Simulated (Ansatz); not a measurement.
# What a change does: single-point calculation on ZnO

System: ZnO (slab, 16 atoms in the cell).
Method of run 1: DFT PBEsol, scalar-relativistic, plane waves, PAW, no spin polarisation (Ansatz 0.2.0).

The structure derives from an entry of the Crystallography Open Database. Text and figures count atoms from 1; the logs count them from 0 in places.

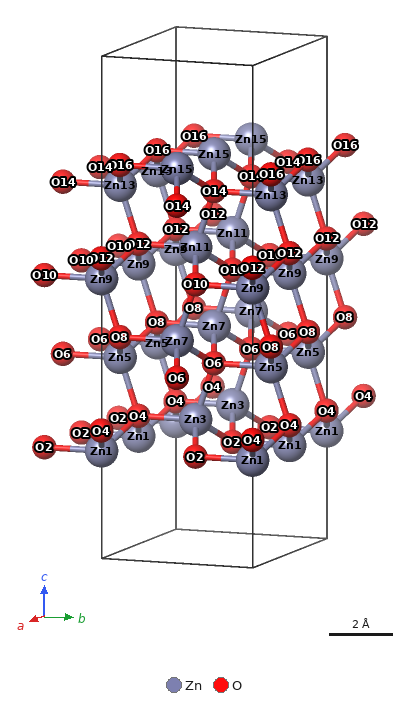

Figure 1. The structure as given in the input (ball-and-stick view of the 2 × 1 repeat of the cell, with the vacuum cut short, seen slightly off an axis; bonded neighbours outside the cell are drawn too; atoms are numbered from 1 in the order of the input). An atom can appear more than once, as a periodic image. Near neighbours in the periodic cell (some may lie outside the picture): Zn has 3 O at 1.97 to 1.98 Å; O has 3 Zn at 1.97 to 1.98 Å; Zn has 4 O at 1.97 to 1.98 Å; O has 4 Zn at 1.97 to 1.98 Å.

### Input file, run 1
```yaml
crystal:
  lattice:
    - [3.2300235105, 0.0, 0.0]
    - [0.0, 5.2142972728, 0.0]
    - [0.0, 0.0, 24.3242747163]
  atoms:
    - { symbol: Zn, position: [0.0, 0.9984156875, 0.3083339622] }
    - { symbol: O, position: [0.0, 0.6194843125, 0.3083339622] }
    - { symbol: Zn, position: [0.5, 0.4984156875, 0.3466671697] }
    - { symbol: O, position: [0.5, 0.1194843125, 0.3466671697] }
    - { symbol: Zn, position: [0.5, 0.9984156875, 0.4233335849] }
    - { symbol: O, position: [0.5, 0.6194843125, 0.4233335849] }
    - { symbol: Zn, position: [0.0, 0.4984156875, 0.4616667924] }
    - { symbol: O, position: [0.0, 0.1194843125, 0.4616667924] }
    - { symbol: Zn, position: [0.0, 0.9984156875, 0.5383332076] }
    - { symbol: O, position: [0.0, 0.6194843125, 0.5383332076] }
    - { symbol: Zn, position: [0.5, 0.4984156875, 0.5766664151] }
    - { symbol: O, position: [0.5, 0.1194843125, 0.5766664151] }
    - { symbol: Zn, position: [0.5, 0.9984156875, 0.6533328303] }
    - { symbol: O, position: [0.5, 0.6194843125, 0.6533328303] }
    - { symbol: Zn, position: [0.0, 0.4984156875, 0.6916660378] }
    - { symbol: O, position: [0.0, 0.1194843125, 0.6916660378] }
basis:
  ecutwfc: 420
kpoints:
  mp_grid: { grid: [8, 5, 1] }
hamiltonian:
  xc: pbesol
scf:
  occupations: { method: gaussian, width: 0.05 }
output:
  forces: true
  stress: true
  eigenvalues: true
efield:
  axis: 3
  dipole_correction: true
  ramp_width: 0.04
```

Launched with:
```bash
ansatz run input.yaml --threads 2 --pin off --max-ram 5120MiB --backend cpu --events-out ev --progress --plain --runs-dir out
```

Hardware: 2 threads of Arm Neoverse V1, 24 GiB of memory available, shared host.

### Output, shortened to warnings, some set-up lines, iterations and results (run 1)
```
Basis set: ecut = 420 eV, 8055 PW (Γ), exchange–correlation on 48×72×360 points (8 copies of the dense FFT grid, shifted against one another)
Symmetry: 2 space group operations
k-points: 15 of 40 (time reversal used)
Initial density: superposition of atomic densities (neutral atoms: chi_scale 0, normalization atom), corrected by the library's trained network
[...]
SCF iter   1: F=—  HF=-30734.274056 eV  |F-HF|=—  |Δ(HF+E_count)|=         —  Δρ=1.09e-2  dr2=3.98e-1  ethr=1.77e-3  p=0.000 e·Å  D=6.22e-14 V/Å  ΔV_dip=-0.00 eV  …
SCF iter   2: F=—  HF=-30734.176829 eV  |F-HF|=—  |Δ(HF+E_count)|=   9.72e-2  Δρ=2.71e-3  dr2=1.89e-2  ethr=2.76e-4  p=0.000 e·Å  D=3.99e-6 V/Å  ΔV_dip=-0.00 eV  …
SCF iter   3: F=—  HF=-30734.173145 eV  |F-HF|=—  |Δ(HF+E_count)|=   3.68e-3  Δρ=7.52e-4  dr2=2.33e-3  ethr=1.31e-5  p=0.000 e·Å  D=1.12e-6 V/Å  ΔV_dip=-0.00 eV  …
SCF iter   4: F=—  HF=-30734.173390 eV  |F-HF|=—  |Δ(HF+E_count)|=   2.44e-4  Δρ=5.44e-4  dr2=1.03e-3  ethr=1.62e-6  p=0.000 e·Å  D=9.20e-7 V/Å  ΔV_dip=-0.00 eV  …
SCF iter   5: F=—  HF=-30734.173296 eV  |F-HF|=—  |Δ(HF+E_count)|=   9.34e-5  Δρ=1.14e-4  dr2=4.01e-5  ethr=7.19e-7  p=-0.000 e·Å  D=-2.32e-7 V/Å  ΔV_dip=0.00 eV  …
SCF iter   6: F=—  HF=-30734.173468 eV  |F-HF|=—  |Δ(HF+E_count)|=   1.72e-4  Δρ=1.02e-4  dr2=3.45e-5  ethr=2.78e-8  p=0.000 e·Å  D=5.14e-7 V/Å  ΔV_dip=-0.00 eV  …
SCF iter   7: F=—  HF=-30734.173464 eV  |F-HF|=—  |Δ(HF+E_count)|=   3.72e-6  Δρ=3.23e-5  dr2=3.13e-6  ethr=2.40e-8  p=0.000 e·Å  D=3.34e-7 V/Å  ΔV_dip=-0.00 eV  …
SCF iter   8: F=—  HF=-30734.173464 eV  |F-HF|=—  |Δ(HF+E_count)|=   5.74e-7  Δρ=8.26e-6  dr2=2.29e-7  ethr=2.17e-9  p=0.000 e·Å  D=1.26e-7 V/Å  ΔV_dip=-0.00 eV  …
SCF iter   9: F=-30734.173464 eV  HF=-30734.173464 eV  |F-HF|=5.01e-8  |Δ(HF+E_count)|=   2.38e-9  Δρ=5.13e-6  dr2=8.79e-8  ethr=6.94e-11  p=0.000 e·Å  D=1.42e-7 V/Å  …
SCF 1 converged in 9 iterations: F = -30734.173464 eV  dr2 = 8.79e-8
SCF converged after 9 iterations
Free energy (F): -30734.173464 eV
Harris-Foulkes:  -30734.173464 eV  (|F-HF|=5.01e-8)
Internal energy: -30734.173464 eV  (E = F + TS)
E sigma→0 (E₀):  -30734.173464 eV
Fermi energy:    0.887877 eV
Dipole field:    D = -0.000001 V/Å  (p = -0.000002 e·Å, saw-weighted, corrected)
Work function:   Φ+ = 4.9000 eV   Φ− = 4.9000 eV
Levels:          The Fermi level and band energies are counted from a zero that moves with the ramp; work functions are not
--- Per-component energies (eV) ---
  E_band       = -723.771364
  E_kinetic    = 2435.653411
  E_local      = -151311.488778  (includes V_loc(G=0)·N_el)
  E_nonlocal   = 5349.473461
  E_hartree    = 73730.422042
  E_xc         = -1656.686621
  E_vxc        = -1153.406249  (∫ρ·V_xc dr)
  E_paw        = -15575.755106  (= ΣΔE_a)
  E_vpaw       = -3504.819427  (= ΣTr[D̂ρ^β])
  E_aug_tail   = 0.016735  (compensation charges beyond the density's cutoff)
  E_efield     = 0.000000  (sawtooth field / dipole correction)
  E_vefield    = 0.000000  (∫n·V_field dr)
  E_ewald      = 56287.530250
  E_core_change = 6.661143  (= ΣΔE_core)
  E_smearing   = -0.000000  (= −TS)
  E_closure    = -0.000000  (closes the sum)
  Σ components = -30734.173464   (vs F -30734.173464, Δ=0.00e0)
--- Forces (eV/Å), atoms counted from 1 ---
  atom   1  Zn     0.00000000    -1.41756114     1.22956987
  atom   2  O      0.00000000     0.75846283     0.16983648
  atom   3  Zn     0.00000000     0.71593227    -0.78734877
  atom   4  O      0.00000000     0.06547662    -0.94613290
  atom   5  Zn     0.00000000    -0.22027355     0.19433679
  atom   6  O      0.00000000     0.03446934     0.33919580
  atom   7  Zn     0.00000000     0.07726299    -0.11525608
  atom   8  O      0.00000000    -0.01375900    -0.17897002
  atom   9  Zn     0.00000000     0.07726311     0.11525267
  atom  10  O      0.00000000    -0.01375882     0.17897329
  atom  11  Zn     0.00000000    -0.22027331    -0.19433884
  atom  12  O      0.00000000     0.03446925    -0.33919348
  atom  13  Zn     0.00000000     0.71593237     0.78734795
  atom  14  O      0.00000000     0.06547638     0.94613367
  atom  15  Zn     0.00000000    -1.41756108    -1.22956997
  atom  16  O      0.00000000     0.75846289    -0.16983776
  max |Σ_I F_I| component: 2.11e-5 eV/Å
--- Stress (GPa, compression-positive) ---
       -1.071193       0.000000       0.000000
        0.000000      -2.327796       0.000001
        0.000000       0.000001      -0.609645
  P = ⅓ Tr σ = -1.3362 GPa (-13.362 kbar)
```

For run 2 the input was changed thus:
```diff
+  symmetry: { detect: false }
-  ecutwfc: 420
+  ecutwfc: "400 eV"
+  initial_density: { chi_scale: 0.1 }
```

Predict how the results change.

The free energy of run 2 is 5.7 meV per atom higher, which comes mainly from the change of cutoff or grids; a solver setting shouldn't move a converged energy. More plane waves can only lower the energy of a fixed Hamiltonian, so the higher cutoff gives the lower value. The SCF takes 12 iterations against 9. The irreducible k-points go from 15 to 21. The plane waves at Γ go from 8055 to 7445. On the same kind of shared host run 2 took about 1.5 times as long. The two runs start from different initial densities, which also moves the count.

### Output, shortened to warnings, some set-up lines, iterations and results (run 2)
```
Warning: basis.ecutwfc = 400 eV is below the records' recommended 420 eV, and the density's cutoff is lower with it unless basis.ecutrho_ratio is high enough to keep the records' density cutoff: compare with a run at a higher cutoff
Basis set: ecut = 400 eV, 7445 PW (Γ), exchange–correlation on 48×72×320 points (8 copies of the dense FFT grid, shifted against one another)
Symmetry: 1 space group operations
k-points: 21 of 40 (time reversal used)
Initial density: superposition of atomic densities (chi_scale 0.1, normalization cell, long waves kept (reshape's long-wave potential 0.14 eV rms))
[...]
SCF iter   1: F=—  HF=-30737.972481 eV  |F-HF|=—  |Δ(HF+E_count)|=         —  Δρ=6.93e-2  dr2=1.10e1  ethr=3.10e-3  p=0.000 e·Å  D=6.33e-14 V/Å  ΔV_dip=-0.00 eV  …
SCF iter   2: F=—  HF=-30734.759657 eV  |F-HF|=—  |Δ(HF+E_count)|=    3.21e0  Δρ=1.37e-2  dr2=8.32e-1  ethr=3.10e-3  p=0.000 e·Å  D=4.18e-6 V/Å  ΔV_dip=-0.00 eV  …
SCF iter   3: F=—  HF=-30734.172076 eV  |F-HF|=—  |Δ(HF+E_count)|=   5.88e-1  Δρ=1.36e-2  dr2=5.20e-1  ethr=5.78e-4  p=0.000 e·Å  D=2.25e-6 V/Å  ΔV_dip=-0.00 eV  …
SCF iter   4: F=—  HF=-30734.059533 eV  |F-HF|=—  |Δ(HF+E_count)|=   1.13e-1  Δρ=3.27e-3  dr2=2.78e-2  ethr=3.61e-4  p=0.000 e·Å  D=9.32e-8 V/Å  ΔV_dip=-0.00 eV  …
SCF iter   5: F=—  HF=-30734.086628 eV  |F-HF|=—  |Δ(HF+E_count)|=   2.71e-2  Δρ=2.79e-3  dr2=2.33e-2  ethr=1.93e-5  p=0.000 e·Å  D=4.95e-7 V/Å  ΔV_dip=-0.00 eV  …
SCF iter   6: F=—  HF=-30734.082498 eV  |F-HF|=—  |Δ(HF+E_count)|=   4.13e-3  Δρ=8.33e-4  dr2=2.23e-3  ethr=1.62e-5  p=0.000 e·Å  D=7.48e-7 V/Å  ΔV_dip=-0.00 eV  …
SCF iter   7: F=—  HF=-30734.082253 eV  |F-HF|=—  |Δ(HF+E_count)|=   2.44e-4  Δρ=2.28e-4  dr2=2.44e-4  ethr=1.55e-6  p=-0.000 e·Å  D=-1.74e-7 V/Å  ΔV_dip=0.00 eV  …
SCF iter   8: F=—  HF=-30734.082349 eV  |F-HF|=—  |Δ(HF+E_count)|=   9.54e-5  Δρ=1.61e-4  dr2=6.71e-5  ethr=1.69e-7  p=0.000 e·Å  D=1.65e-10 V/Å  ΔV_dip=-0.00 eV  …
SCF iter   9: F=—  HF=-30734.082309 eV  |F-HF|=—  |Δ(HF+E_count)|=   3.93e-5  Δρ=5.58e-5  dr2=1.21e-5  ethr=4.66e-8  p=0.000 e·Å  D=1.24e-7 V/Å  ΔV_dip=-0.00 eV  …
SCF iter  10: F=—  HF=-30734.082311 eV  |F-HF|=—  |Δ(HF+E_count)|=   1.93e-6  Δρ=1.86e-5  dr2=1.52e-6  ethr=8.40e-9  p=0.000 e·Å  D=9.56e-8 V/Å  ΔV_dip=-0.00 eV  …
SCF iter  11: F=—  HF=-30734.082312 eV  |F-HF|=—  |Δ(HF+E_count)|=   6.96e-7  Δρ=7.89e-6  dr2=2.01e-7  ethr=1.06e-9  p=0.000 e·Å  D=4.91e-8 V/Å  ΔV_dip=-0.00 eV  …
SCF iter  12: F=-30734.082312 eV  HF=-30734.082312 eV  |F-HF|=8.85e-8  |Δ(HF+E_count)|=   2.09e-7  Δρ=4.84e-6  dr2=7.68e-8  ethr=6.94e-11  p=0.000 e·Å  D=9.75e-8 V/Å  …
SCF 1 converged in 12 iterations: F = -30734.082312 eV  dr2 = 7.68e-8
SCF converged after 12 iterations
Free energy (F): -30734.082312 eV
Harris-Foulkes:  -30734.082312 eV  (|F-HF|=8.85e-8)
Internal energy: -30734.082312 eV  (E = F + TS)
E sigma→0 (E₀):  -30734.082312 eV
Fermi energy:    0.888211 eV
Dipole field:    D = -0.000001 V/Å  (p = -0.000002 e·Å, saw-weighted, corrected)
Work function:   Φ+ = 4.9005 eV   Φ− = 4.9004 eV
Levels:          The Fermi level and band energies are counted from a zero that moves with the ramp; work functions are not
--- Per-component energies (eV) ---
  E_band       = -723.730519
  E_kinetic    = 2437.223808
  E_local      = -151310.545209  (includes V_loc(G=0)·N_el)
  E_nonlocal   = 5347.111123
  E_hartree    = 73729.530047
  E_xc         = -1657.086794
  E_vxc        = -1153.934051  (∫ρ·V_xc dr)
  E_paw        = -15574.525748  (= ΣΔE_a)
  E_vpaw       = -3502.665510  (= ΣTr[D̂ρ^β])
  E_aug_tail   = 0.019067  (compensation charges beyond the density's cutoff)
  E_efield     = 0.000000  (sawtooth field / dipole correction)
  E_vefield    = 0.000000  (∫n·V_field dr)
  E_ewald      = 56287.530250
  E_core_change = 6.661143  (= ΣΔE_core)
  E_smearing   = -0.000000  (= −TS)
  E_closure    = -0.000000  (closes the sum)
  Σ components = -30734.082312   (vs F -30734.082312, Δ=0.00e0)
--- Forces (eV/Å), atoms counted from 1 ---
  atom   1  Zn     0.00000001    -1.41779416     1.23072079
  atom   2  O      0.00000002     0.75882195     0.17156436
  atom   3  Zn    -0.00000000     0.71550367    -0.78781983
  atom   4  O      0.00000001     0.06583663    -0.94643500
  atom   5  Zn    -0.00000002    -0.22044768     0.19435858
  atom   6  O      0.00000000     0.03457650     0.33935207
  atom   7  Zn    -0.00000002     0.07706857    -0.11542453
  atom   8  O      0.00000002    -0.01355880    -0.17915211
  atom   9  Zn    -0.00000001     0.07706849     0.11542492
  atom  10  O      0.00000001    -0.01355882     0.17915182
  atom  11  Zn    -0.00000001    -0.22044786    -0.19435871
  atom  12  O      0.00000001     0.03457645    -0.33935188
  atom  13  Zn    -0.00000000     0.71550442     0.78782149
  atom  14  O     -0.00000000     0.06583629     0.94643511
  atom  15  Zn     0.00000002    -1.41779477    -1.23071955
  atom  16  O      0.00000000     0.75882286    -0.17156656
  max |Σ_I F_I| component: 1.37e-5 eV/Å
--- Stress (GPa, compression-positive) ---
       -1.082464      -0.000000       0.000000
       -0.000000      -2.337259       0.000000
        0.000000       0.000000      -0.619299
  P = ⅓ Tr σ = -1.3463 GPa (-13.463 kbar)
```

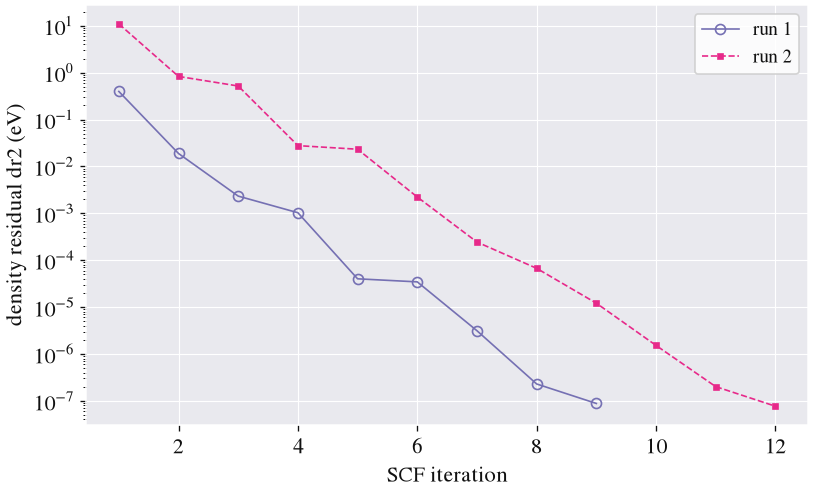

Figure 2. Convergence of the two runs: density residual dr2 against the SCF iteration. Run 1 takes 9 iterations in all, and run 2 takes 12.

### The two runs side by side

| quantity | run 1 | run 2 |
| --- | --- | --- |
| outcome | converged | converged |
| free energy per atom (eV) | −1920.8858 | −1920.8801 |
| gap on the mesh (eV) | 0.46 | 0.45 |
| work function (eV) | 4.90 | – |
| largest force (eV/Å) | 1.877 | 1.877 |
| SCF iterations | 9 | 12 |
| irreducible k-points | 15 | 21 |
| plane waves at Γ | 8055 | 7445 |
| wall time (shared host) | 46 s | 71 s |

For run 2: These settings are looser than, or depart from, a standard set-up, so the numbers are not reference values for this system. Warnings: the cutoff is below the recommended one. So coarse a mesh can miss the band edges, so the true gap of this method can be much smaller, or zero.
